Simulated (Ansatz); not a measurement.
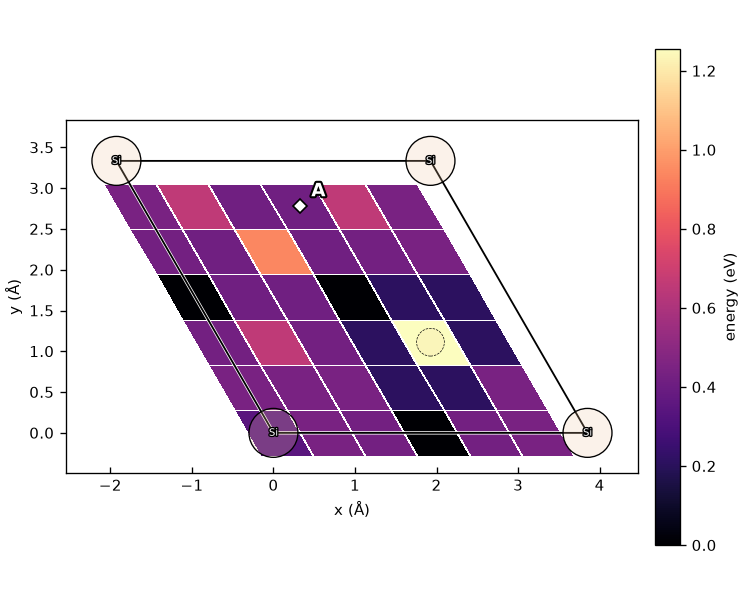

CH on a Si(001) slab cut from the P6_3/mmc phase, its upper half relaxed before the scan (8 atoms of substrate and one adsorbate in a 1 × 1 cell). CH is moved over the surface cell; relaxed at each place: the height of the adsorbate's atoms; substrate rigid; the origin of the map has the adsorbate above Si8. Places are given modulo a cell vector. The map is drawn in real space over the plane of the surface. The grid has 6 × 6 points; 10 points were computed and 26 follow by symmetry. Energies are in eV, from the lowest grid point. Energies and slopes of some neighbouring points disagree (a jump in structure or state, or too coarse a mesh). The magnetic moment jumps between some neighbouring points. With one adsorbate in each 1 × 1 cell, its nearest image is 3.9 Å away, so neighbouring adsorbates interact. All numbers below come from DFT PBE, scalar-relativistic, plane waves, PAW in Ansatz. Settings: cutoff 420 eV, k-mesh 9×9×1, gaussian smearing 0.05 eV, spin-polarised.

The picture shows one coloured cell a grid point, labelled circles for the atoms of the top layer and small ones for the second layer, the outline of one cell of the plane, the point A.

**Which way does the force act at A, and how strong is it?**

A, at (3/6, 5/6) of the cell vectors, is not a stationary point. The computed force is 1.1 eV/Å in the plane, pointing up and left in the picture (components −0.5 and 1.0 eV/Å).

PAW datasets: the set soft_1.
